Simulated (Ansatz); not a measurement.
Ge$_{12}$H (slab)

```xyz
26
Lattice="4.0738 0.0000 0.0000 0.0000 7.0560 0.0000 0.0000 0.0000 33.6041" Properties=species:S:1:pos:R:3 pbc="T T T"
Ge    0.0000    5.4918   25.0018
Ge    2.0369    2.2938   25.6561
Ge    0.0000    3.4300   26.5063
Ge    2.0369    6.9561   25.1567
Ge    0.0000    4.7594   22.6001
Ge    2.0369    1.0608   22.7903
Ge    0.0000    2.3067   21.9993
Ge    2.0369    5.8503   21.6844
Ge    0.0000    2.3415   19.4531
Ge    2.0369    5.8789   19.2354
Ge    0.0000    0.0279   18.4843
Ge    2.0369    3.4899   18.5471
Ge    0.0000    0.0137   16.0013
Ge    2.0369    3.5119   16.0406
Ge    0.0000    4.7003   15.2042
Ge    2.0369    1.1776   15.1740
Ge    0.0000    4.7040   12.6977
Ge    2.0369    1.1760   12.6977
Ge    0.0000    2.3520   11.8663
Ge    2.0369    5.8800   11.8663
Ge    0.0000    2.3520    9.3715
Ge    2.0369    5.8800    9.3715
Ge    0.0000    0.0000    8.5402
Ge    2.0369    3.5280    8.5402
H     0.0000    0.0000    7.0001
H     2.0369    3.5280    7.0001
```

Not relaxed (largest force 0.6 eV/Å).

Computed with Ansatz, DFT PBE, scalar-relativistic, plane waves, PAW.

Predict the valence pseudo-density and electron localisation function between the atoms.

Ge–H (1.54 Å): ρ is about 1 e/Å³ halfway; the ELF climbs to about 1 towards the hydrogen.
Ge–Ge (2.48 Å): ρ is about 0.49 e/Å³ halfway; the ELF peaks at about 0.80 between the atoms: localised, covalent bonding.

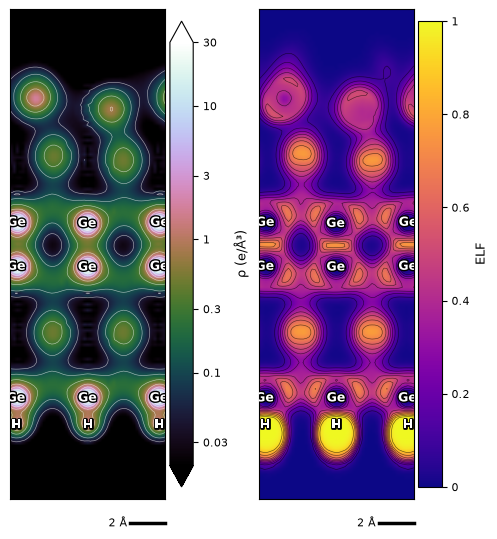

Computed valence pseudo-density and electron localisation function on the (110) plane of the calculation cell, a cut from vacuum to vacuum, in this order. Atoms just off the plane (Ge, 0.6 Å away) can leave unmarked features too.

Core electrons are frozen (PAW), and the valence fields are smoothed inside the atomic spheres.
